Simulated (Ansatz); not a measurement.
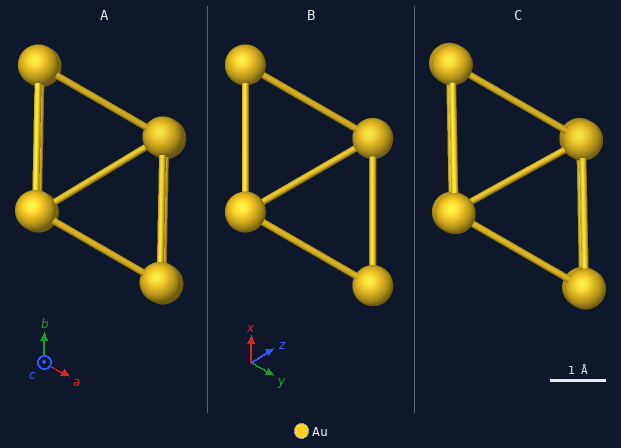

Frames of a one-coordinate scan of solid Au (Im-3m). x, y and z are the Cartesian axes of the input. The picture is a ball-and-stick view of the cell of the calculation, seen along the c axis.

The calculation used DFT r2SCAN, scalar-relativistic, plane waves, PAW (Ansatz). (plane-wave cutoff 500 eV; k-point mesh 20 × 20 × 20; occupations gaussian; smearing width 0.15 eV; no spin polarisation). Energies (free energies at the smearing named) are counted from the cell as listed in its source, which wasn't relaxed.

### Which coordinate changes from frame to frame?

The cell is strained along y alone, with the atoms kept at their fractional coordinates. In the frames the strain is −0.045 (A), 0.00 (B), 0.045 (C). Their energies are −8.8 meV/atom, 0.0 meV/atom, 36.1 meV/atom.
